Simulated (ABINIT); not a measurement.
GaP (F-43m): how ε∞ follows the gap

The empty bands of GaP (F-43m) are shifted up rigidly by Δ, and ε∞ is computed for each shift.

The structure is cubic, space group F-43m (No. 216). Conventional cell: a = 5.451 Å, b = 5.451 Å, c = 5.451 Å, α = 90.00°, β = 90.00°, γ = 90.00°. Ga on site a has 4 P at 2.36 Å as nearest neighbours. P on site c is surrounded by 4 Ga at 2.36 Å.

Method: ABINIT 10.8.3, LDA, independent particles, k-mesh 10×10×10, Lorentzian half width 0.04 eV.

Launch of the response step: `optic optic.abi`. The series took 69 s in all, its band step included, on 4 threads of Intel(R) Xeon(R) Processor @ 2.70GHz (shared host).

| Δ (eV) | ε∞ |
| --- | --- |
| 0.00 | 11.971 |
| 0.40 | 10.960 |
| 0.80 | 10.135 |
| 1.20 | 9.447 |
| 1.60 | ? |
| 2.00 | 8.357 |

With one effective transition at E₀ and fixed dipole strength, ε∞ − 1 = A/(E₀ + Δ), so 1/(ε∞ − 1) is linear in Δ.

Working, on the rows shown:

| x = Δ (eV) | y = 1/(ε∞ − 1) |
| --- | --- |
| 0 | 0.0911494 |
| 0.4 | 0.100402 |
| 0.8 | 0.109469 |
| 1.2 | 0.118385 |
| 2 | 0.135925 |

Means: x̄ = 0.88, ȳ = 0.11107. Σ(x − x̄)(y − ȳ) = 0.05296, Σ(x − x̄)² = 2.368. Slope = 0.05296 / 2.368 = 0.02236; intercept = ȳ − slope · x̄ = 0.091386. Turned back into ε∞, the line misses the rows shown by at most 0.028.

What does the fit predict for the withheld row, and how well does it do?

At x = 1.6 the line gives y = 0.12717, that is 8.864. The run gave 8.862, so the interpolation is off by 0.0016, 0.0 % of the range in the table.

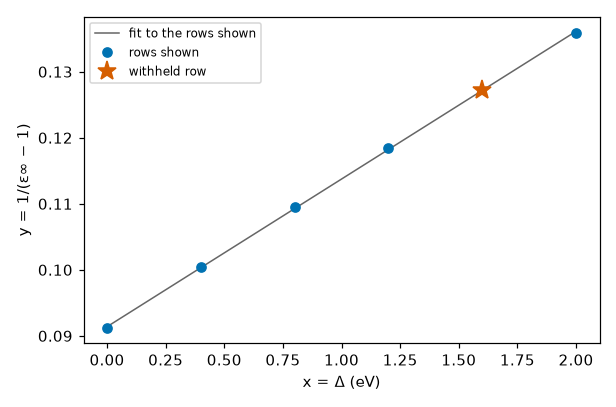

Refitted with all rows, the slope is 0.02237 and the intercept 0.091385. These give E₀ = intercept/slope = 4.1 eV, far above the least direct gap of 1.60 eV: most of the screening comes from transitions well over the edge. Over the first step ε∞ falls by 21 % per eV. Excitons are left out and so are local fields; LDA gaps are as a rule too small. The values come from a sum over the points of one k-mesh and carry its error, which grows as the direct gap shrinks. Spin-orbit coupling is left out.
